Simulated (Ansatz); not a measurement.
Consider Cu10N (slab).

```xyz
11
Lattice="3.5634 0.0000 0.0000 0.0000 3.5634 0.0000 0.0000 0.0000 26.1267" Properties=species:S:1:pos:R:3 pbc="T T T"
Cu    0.0000    1.7817    8.5001
Cu    1.7817    0.0000    8.5001
Cu    1.7817    1.7817   10.2817
Cu    0.0000    0.0000   10.2817
Cu    0.0000    1.7817   12.0703
Cu    1.7817    0.0000   12.1011
Cu    1.7817    1.7817   13.8621
Cu    0.0000    0.0000   13.8621
Cu    0.0000    1.7817   16.8248
Cu    1.7817    0.0000   15.5128
N     1.7817    0.0000   17.2562
```

Computed without spin polarisation.

Level of theory: DFT PBE+D3(BJ), scalar-relativistic, plane waves, PAW in Ansatz.

> What will maps of the valence pseudo-density and electron localisation function show?

Cu–N (1.74 Å): ρ at the midpoint is about 1.2 e/Å³; the ELF peaks at about 0.80 in the valence shell of N, 0.6 Å from its nucleus, and is about 0.35 at the midpoint.

> Does the calculation give a band gap?

It is gapless in this calculation (a metal or semimetal).

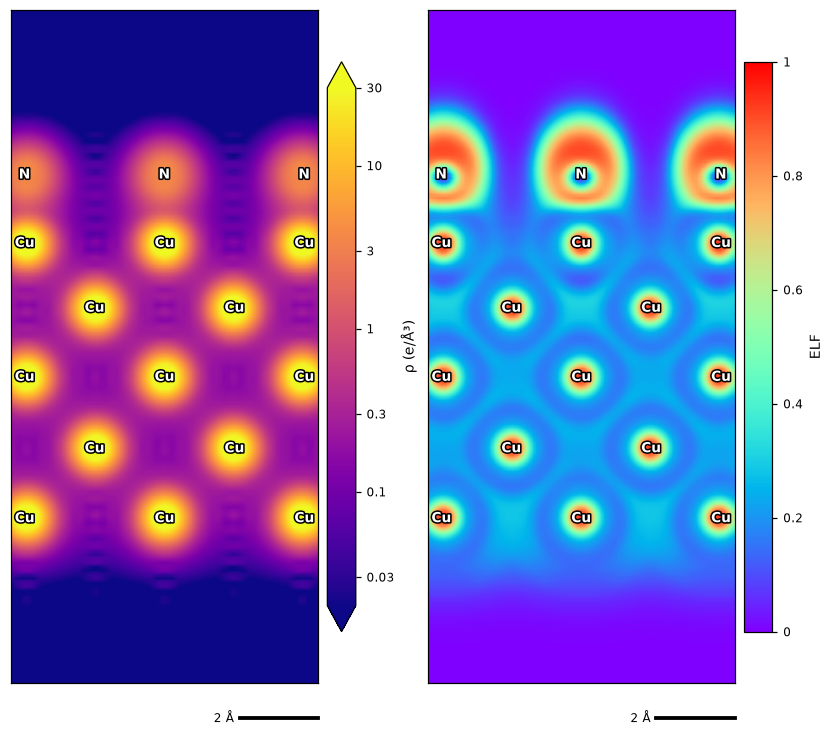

Computed valence pseudo-density and electron localisation function on the (010) plane of the calculation cell, a cut from vacuum to vacuum, in this order. 

In a PAW calculation such maps are meaningful between the atoms, not at the nuclei.
